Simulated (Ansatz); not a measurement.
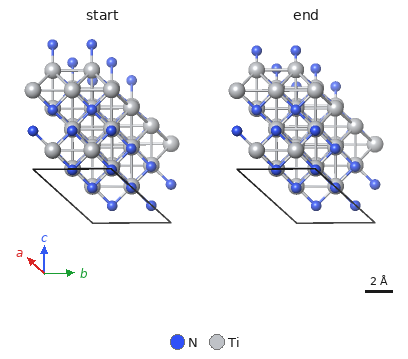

The structure of a slab of composition Ti$_{4}$N$_{5}$ (cut from the Fm-3m phase) before (left) and after (right) a constrained relaxation, at one scale.

The picture is a ball-and-stick view of the 3 × 2 repeat of the cell, outlined in the plane, without the vacuum, seen from a free direction.

Case: N put at a top Ti site. The slab is the (1 1 1) face of TiN with N on it. 4 atoms are held fixed.

All numbers below come from DFT PBEsol, scalar-relativistic, plane waves, PAW in Ansatz. Set-up: plane-wave cutoff 420 eV; k-point mesh 12 × 12 × 1; occupations gaussian; smearing width 0.1 eV; no spin polarisation; dipole correction; atoms relaxed in a fixed cell; force threshold 0.03 eV/Å; at most 70 steps.

**What changed between the two?**

An N atom moves most: 0.55 Å along the normal (−c). Largest moves by element: N 0.55 Å, Ti 0.04 Å. The cell doesn't change. Among the contacts that change: N–Ti 2.320 → 1.729 Å, Ti–Ti 2.870 → 2.933 Å, N–Ti 2.017 → 2.051 Å, Ti–Ti 2.981 → 2.951 Å. Among the angles between lasting bonds that change: Ti–N–Ti 95.0° → 92.9°. Over 5 geometry steps the energy falls by 1.671 eV per cell of the calculation. Largest force component: 3.8 eV/Å at the start, 0.023 eV/Å at the end. The run took 35 s on 2 threads of Intel(R) Xeon(R) 6975P-C (Granite Rapids) (shared host), peak memory 0.55 GiB.

Limits of the set-up: the cell has an odd number of electrons but was run without spin polarisation; the periodic images lie only 3.0 Å apart, so the values are limited by the cell's size.
